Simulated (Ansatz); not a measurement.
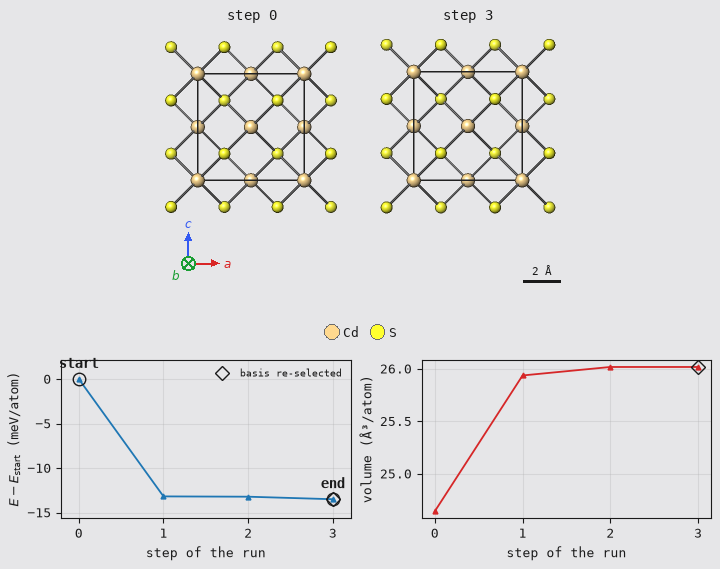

First and last geometry of a relaxation of crystalline CdS (set up in F-43m), with the history of the run. A ball-and-stick model of the conventional cell (4 times the calculation's cell), seen along the b axis. Lengths and directions refer to the drawn axes.

These are results of Ansatz 0.2.0, DFT PBE, scalar-relativistic, plane waves, PAW, not measurements.

Input file:
```yaml
crystal:
  lattice:
    - [0.0, 2.91000009, 2.91000009]
    - [2.91000009, 0.0, 2.91000009]
    - [2.91000009, 2.91000009, 0.0]
  atoms:
    - { symbol: Cd, position: [0.0, 0.0, 0.0] }
    - { symbol: S, position: [0.25, 0.25, 0.25] }
basis:
  ecutwfc: 420
kpoints:
  mp_grid: { grid: [8, 8, 8] }
hamiltonian:
  xc: pbe
scf:
  occupations: { method: gaussian, width: 0.02 }
output:
  forces: true
  stress: true
  eigenvalues: true
relax:
  adjacent_minimum: "off"
  f_tol: 0.01
  max_steps: 80
  cell: { stress_tol: 0.05 }
```

Run as
```bash
ansatz run input.yaml --threads 1 --pin off --max-ram 2560MiB --backend cpu --events-out ev --progress --plain --runs-dir out
```

Read the history and describe the run.

It converged. The atoms keep their places relative to the cell (all moves are under 0.005 Å). The volume changes by +5.6 %, with a = b = c 5.820 → 5.926 Å (+1.8 %). Among the contacts that change: Cd1–S2 2.520 → 2.566 Å. The space group stays F-43m (No. 216). The energy falls by 13.5 meV per atom in 2 accepted moves (3 points after the start). All forces vanish by symmetry, so only the cell relaxes. Pressure: 3.30 GPa at the start and 0.01 GPa at the end. The SCF was repeated once at an unchanged geometry on a basis and grid sized afresh for the cell, which shifted the energy by 0.3 meV per atom at most.
